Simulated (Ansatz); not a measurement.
# BN: what the fields show

```
B N
1.0
     2.59686    0.00000    0.00000
    -1.29843    2.24895    0.00000
     0.00000    0.00000    4.08824
B N
2 2
Direct
  0.66667 0.33333 0.99981
  0.33333 0.66667 0.49981
  0.66667 0.33333 0.63703
  0.33333 0.66667 0.13703
```

Space group P6₃mc; a structure from a database of computed crystals, not necessarily the ambient phase; changed on purpose from its base cell (shift of N3 along [0 0 1], its symmetry partners moved alike: +0.050 A in the relaxed cell; c/a of the conventional cell at fixed volume 1.5743); not relaxed (largest force 1.6 eV/Å); computed pressure about 4 GPa in this cell.

These are results of DFT PBE, scalar-relativistic, plane waves, PAW in Ansatz 0.2.0, not measurements.

The density is the valence pseudo-density of a PAW calculation; it isn't the true density close to the nuclei.

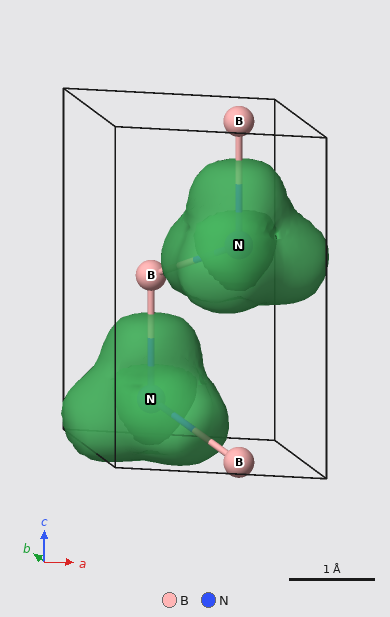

Figure 1. Isosurface of the ELF at 0.7 (green), seen at an oblique angle. Core shells and regions of very low density are left out. Sticks mark near contacts.

Where are the electrons localised?

Answer. At this value the surface marks out two regions on N in which the atom's valence shell and bonds are merged, counted in one cell of 4 atoms. Any copies at cell faces, edges or corners count once. Profiles from the grid: B–N (1.48 Å): the ELF peaks at about 0.95 between the atoms; a polar covalent bond. B–N (1.60 Å): the ELF peaks at about 0.90 between the atoms (a polar covalent bond).

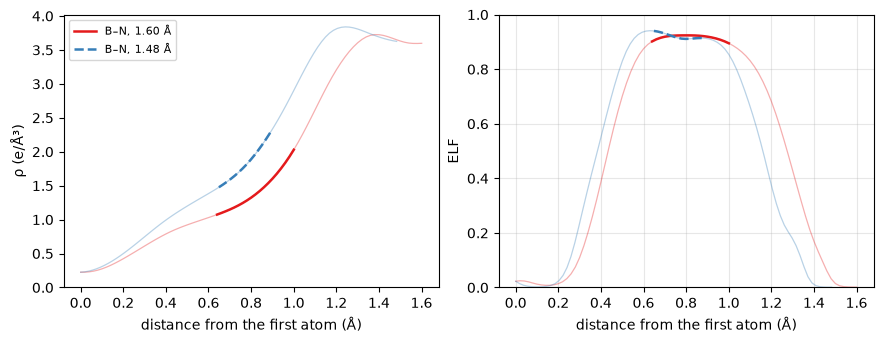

Figure 2. Valence charge density (pseudo) and ELF along straight lines between neighbouring atoms. Thin, pale parts lie inside the atomic spheres.

Compare the contacts.

Answer. B–N (1.60 Å): ρ at the midpoint is about 1.3 e/Å³; the ELF peaks at about 0.90 between the atoms, as expected for a shared but strongly polarised pair.
B–N (1.48 Å): ρ is about 1.7 e/Å³ halfway; the ELF peaks at about 0.95 between the atoms; a polar covalent bond.

Does the calculation give a band gap?

Answer. It is gapped, with a Kohn–Sham gap of 4.6 eV on the k-point mesh, an upper bound to the gap of this method.
